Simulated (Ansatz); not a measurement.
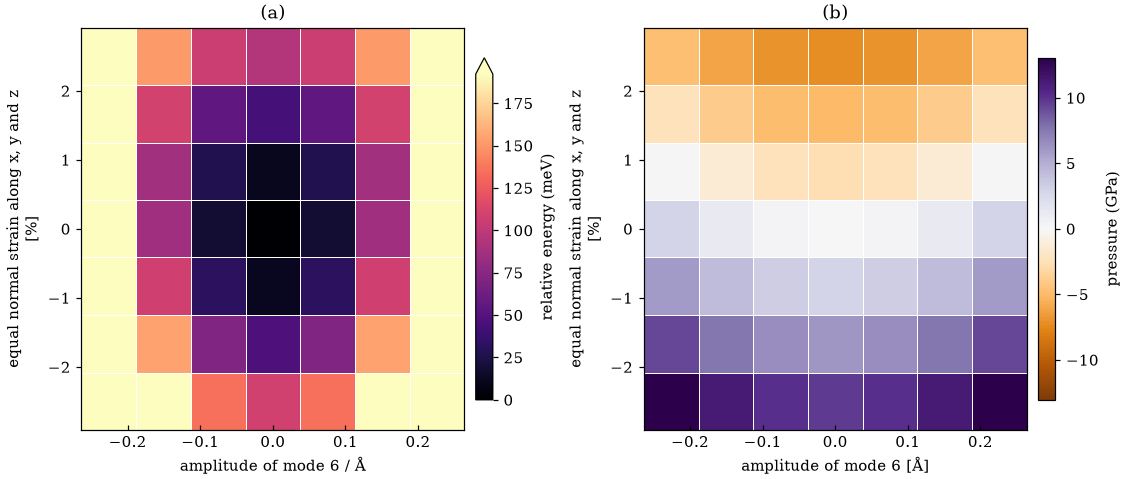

Ti (P6/mmm, No. 191; 3 atoms in the cell). The energy is mapped over a normal mode and a strain (zone-centre modes of the 3-atom cell of this scan) (x along [1 0 0], y along [1 2 0], z along [0 0 1] of the conventional cell). The first coordinate is: amplitude of mode 6 (149 cm⁻¹), largest displacement in the unstrained cell; the second: equal normal strain along x, y and z. Nothing is relaxed (the pattern is fixed in fractional coordinates). The scan uses a 7 × 7 grid; 28 points were computed and 21 follow by symmetry. Points are written as (first, second). Energies are in meV per cell, from the lowest grid point. Level of theory: DFT PBE, scalar-relativistic, plane waves, PAW (Ansatz). Settings: cutoff 520 eV, k-mesh 12×12×14 in the order of the run's cell vectors, gaussian smearing 0.15 eV, no spin polarisation.

Panel (a) is the energy; panel (b) is the computed pressure, in GPa.

The picture shows one coloured cell a grid point, one colour for all values above the top of the scale.

**How does the pressure vary over the map, and what is it at the lowest grid point?**

It runs from −7.3 GPa at (0.000 Å, 2.50 %) to 13.1 GPa at (−0.226 Å, −2.50 %). At the lowest grid point, (0.000 Å, 0.00 %), it is 0.0 GPa.

PAW datasets: the set soft_1.
